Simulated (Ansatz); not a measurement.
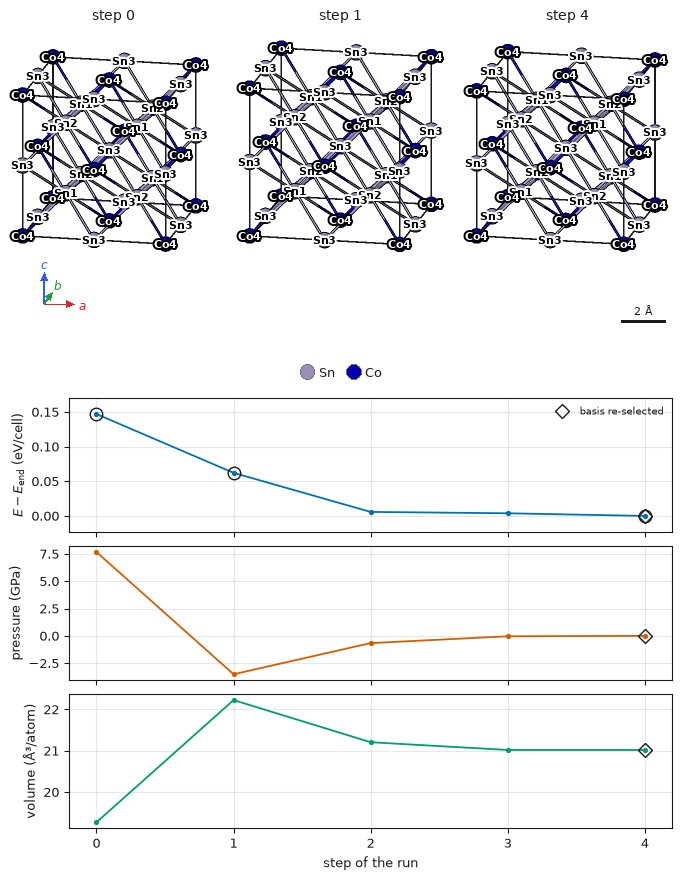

Frames of a relaxation of crystalline CoSn₃ (built on the BiF3 (D0 type), marked on the history of the run. The picture is a ball-and-stick view of the conventional cell (4 times the calculation's cell), seen slightly off an axis. Lengths and directions refer to the drawn axes.

Computed with DFT PBEsol, scalar-relativistic, plane waves, PAW (Ansatz 0.2.0). Settings: plane-wave cutoff 420 eV; k-point mesh 12 × 12 × 12; occupations gaussian; smearing width 0.1 eV; collinear spin; cell and atoms relaxed; force threshold 0.01 eV/Å; at most 80 steps.

**What happens along the run?**

No atom moves by more than 0.005 Å relative to the cell. Cell: a = b = c 6.756 → 6.954 Å (+2.9 %). Volume +9.1 %. Among the contacts that change: Sn1–Co4 2.925 → 3.011 Å, Sn1–Sn3 2.925 → 3.011 Å. The space group stays Fm-3m (No. 225). The energy falls by 0.147 eV per cell of the calculation in 3 accepted moves (4 points after the start). All forces vanish by symmetry, so only the cell relaxes. The pressure goes from 7.68 to 0.01 GPa. At 1 point the geometry stayed and the basis and grid were re-selected for the new cell (energy shift of 3.9 meV per cell of the calculation at most each time). The program noted that the starting moments weren't kept. From step 0 to 1: volume +15.3 %, energy −84.8 meV per cell of the calculation. From step 1 to 4: volume −5.4 %, energy −62.2 meV per cell of the calculation.
